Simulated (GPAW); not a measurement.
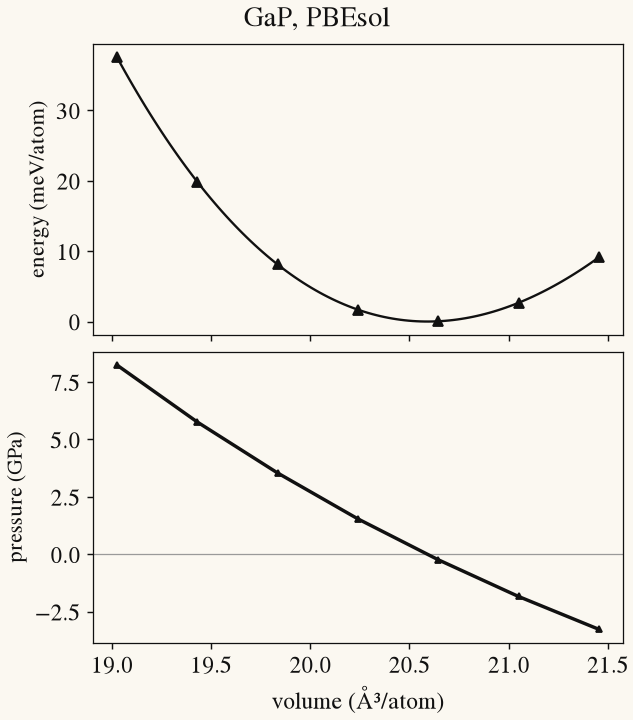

Plotted: energy and pressure against volume for GaP, space group F-43m (No. 216).

Cell as given: a = 3.854 Å, b = 3.854 Å, c = 3.854 Å, α = 60.00°, β = 60.00°, γ = 60.00°; 2 atoms.

Method: PAW DFT in plane waves, on a grid or in atomic orbitals, no spin polarisation; energies at scaled volumes of the given cell, shape and fractions fixed, counted from the fit's minimum, third-order Birch-Murnaghan fit (GPAW 26.7.0). Level: PBEsol.

k mesh 8×8×8; occupations Fermi–Dirac; smearing width 0.05 eV; potentials PAW data sets made by gpaw setup for the functional; wave cutoff 600 eV; program settings basis pw.

### How stiff is the solid, and where is its volume at rest?

A third-order Birch–Murnaghan fit gives V0 = 20.59 Å³/atom, B0 = 87.2 GPa and B′ = 4.6.

### How does the pressure vary with volume?

It falls from 8.24 GPa at volume 19.03 Å³/atom to −3.27 GPa at 21.45 Å³/atom, and changes sign near 20.59 Å³/atom.
